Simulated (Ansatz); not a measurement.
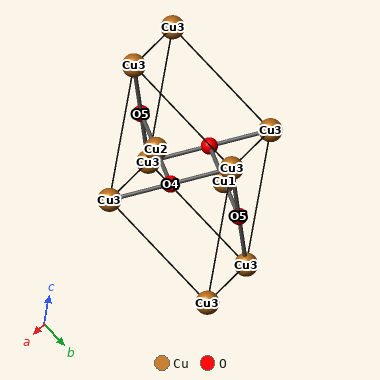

The system is Cu₃O₂ (I4/mmm, No. 139; 5 atoms in the cell); the picture shows the reference structure. The energy is mapped over the lattice constants a and c of the conventional cell. First axis: lattice constant a (and b). Second axis: lattice constant c. Nothing is relaxed (symmetry fixes all fractional coordinates). The scan uses a 7 × 7 grid. All energies are given in meV/atom relative to the lowest grid point. The runs have no spin polarisation; a magnetic state may lie lower. Computed with Ansatz, DFT LDA, scalar-relativistic, plane waves, PAW. Settings: cutoff 520 eV, k-mesh 14×14×14, gaussian smearing 0.15 eV, no spin polarisation.

Its coordinates:

```
CELL_PARAMETERS angstrom
-1.95500 1.95500 3.58849
1.95500 -1.95500 3.58849
1.95500 1.95500 -3.58849
ATOMIC_POSITIONS crystal
Cu 0.25000 0.75000 0.50000
Cu 0.75000 0.25000 0.50000
Cu 0.00000 0.00000 0.00000
O 0.00000 0.50000 0.50000
O 0.50000 0.00000 0.50000
```

Range: lattice constant a (and b) from 3.793 to 4.027 Å; lattice constant c from 6.603 to 7.751 Å.

Predict the map.

Answer. The lowest grid point is at lattice constant a (and b) = 3.910 Å, lattice constant c = 7.177 Å. It is the only kind of minimum in the scanned range. The highest grid point, lattice constant a (and b) = 3.793 Å, lattice constant c = 6.603 Å, lies 242 meV/atom above the lowest.

| lattice constant c ↓, lattice constant a (and b) → | 3.793 | 3.832 | 3.871 | 3.910 | 3.949 | 3.988 | 4.027 |
| --- | --- | --- | --- | --- | --- | --- | --- |
| 7.751 | 90 | 90 | 94 | 102 | 113 | 127 | 144 |
| 7.560 | 47 | 44 | 45 | 50 | 58 | 69 | 83 |
| 7.368 | 21 | 15 | 12 | 14 | 19 | 27 | 38 |
| 7.177 | 19 | 8 | 2 | 0 | 2 | 7 | 14 |
| 6.986 | 47 | 32 | 22 | 17 | 15 | 16 | 20 |
| 6.794 | 117 | 98 | 84 | 74 | 68 | 65 | 66 |
| 6.603 | 242 | 218 | 199 | 184 | 174 | 167 | 163 |

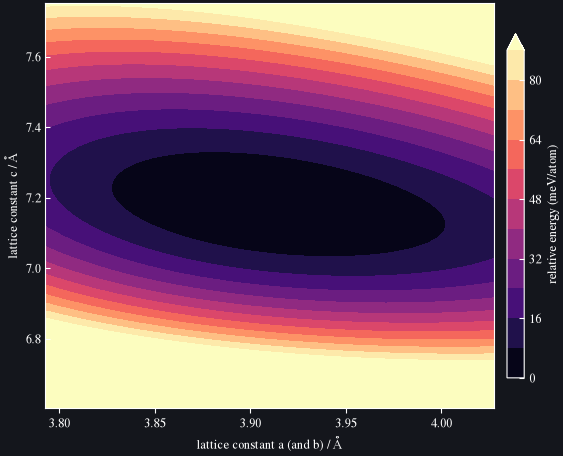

Drawn: filled contours, one colour for all values above the top of the scale. Between grid points the surface is interpolated.

Each point was launched as `ansatz run input.yaml --threads 4 --pin off --max-ram 8192MiB --backend cpu --events-out ev --progress --plain --runs-dir out`. The whole map (49 points run) took 22 min on 4 threads of Arm Neoverse N1, on a shared host.

PAW datasets: the set soft_1.
